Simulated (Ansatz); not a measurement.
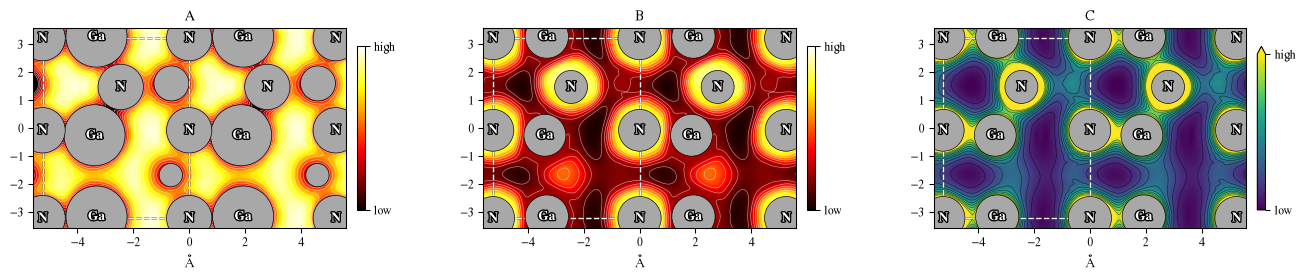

Ga$_{7}$N$_{8}$ (cell charge +1, with a compensating background) (cell with a defect): 3 fields on the (011̄) plane of the calculation cell, with unlabelled colour scales. Grey discs cover the atomic cores.

All numbers below come from Ansatz 0.2.0, DFT PBE, scalar-relativistic, plane waves, PAW.

### Match the panels to the quantities (electron localisation function, electrostatic potential energy of an electron and valence pseudo-density).

Panel A: electrostatic potential energy of an electron (low next to the atoms, rising into the space between them). Panel B: electron localisation function. Panel C: valence pseudo-density.
